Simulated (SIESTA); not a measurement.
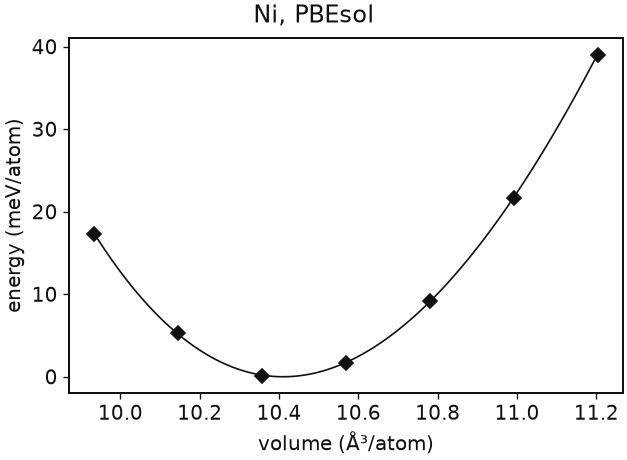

Plotted: energy against volume for Ni, space group P6_3/mmc (No. 194).

Starting cell:
```
CELL_PARAMETERS angstrom
2.44802 0.00000 0.00000
-1.22401 2.12005 0.00000
0.00000 0.00000 4.07281
ATOMIC_POSITIONS crystal
Ni 0.66667 0.33333 0.75000
Ni 0.33333 0.66667 0.25000
```

How it was computed, with SIESTA 5.4.2: DFT in numerical atomic orbitals with pseudopotentials, collinear spins; energies at scaled volumes of the given cell, shape and fractions fixed, counted from the fit's minimum, third-order Birch-Murnaghan fit. Level: PBEsol, collinear spin.

| setting | value |
| --- | --- |
| k mesh | 12×12×7 |
| occupations | Fermi–Dirac |
| smearing width | 0.05 eV |
| potentials | PseudoDojo 0.4 standard, converted to PSML, two zetas on semicore shells |
| program settings | basis DZP, mesh cutoff 800 Ry |

This calculation gives: equilibrium volume 10.41 Å³/atom and bulk modulus 236 GPa.

Now the level changes from PBEsol to LDA. How do these quantities change?

The equilibrium volume falls from 10.41 to 10.05 Å³/atom (−3.5 %) and the bulk modulus rises from 236 to 265 GPa (+12 %).

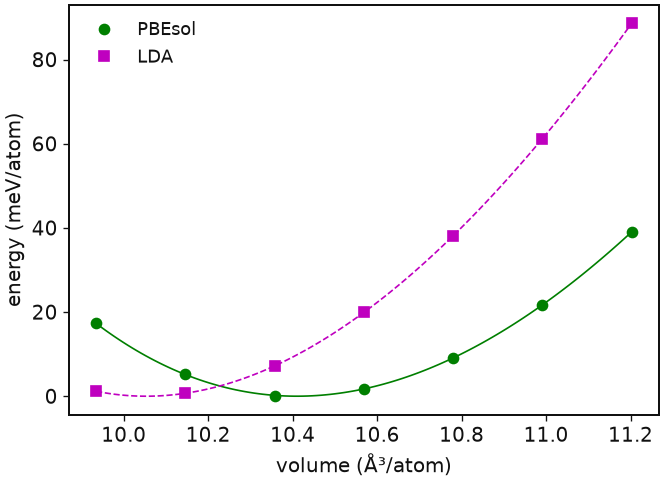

The two results together.

For both, limits of the calculation: mulliken charges of long orbitals; short basis over semicore shells; shape and atomic fractions are frozen while scaling, which makes layered, chain and framework solids too stiff.

V0 and the bulk modulus come from third-order Birch–Murnaghan fits.
